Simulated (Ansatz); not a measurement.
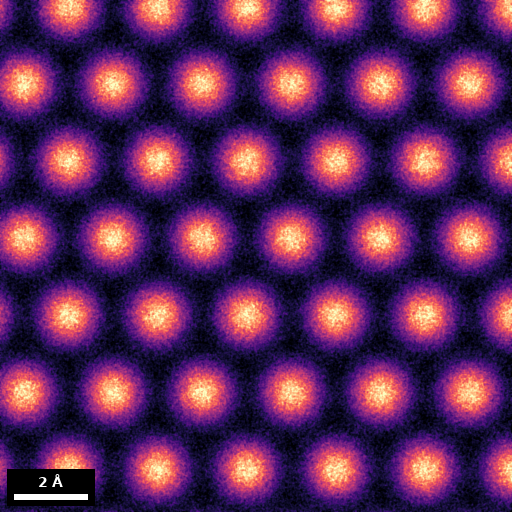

Dark-field STEM-like image of a crystal. Simulation: incoherent imaging, intensity Z^1.6 per atom, probe width 1.30 Å, thin sample. The probe carries 15 % of its weight in a tail 2.5 times as wide. Shot noise was added.

### Measure the repeat of the pattern.

The pattern repeats on a hexagonal net with a repeat of 2.4 Å.

### What is the plane group of the image?

p6mm: sixfold points with mirror lines through them.

### How many columns does the smallest repeating cell hold, and how many levels of brightness?

1 column in the primitive cell of 5.1 Å², all of one brightness.

The crystal is As (Fd-3m, No. 227) seen along [111]. Structure used: the geometry given to an electronic-structure calculation, possibly off equilibrium; the starting structure was generated, so it need not be a known form of this composition.
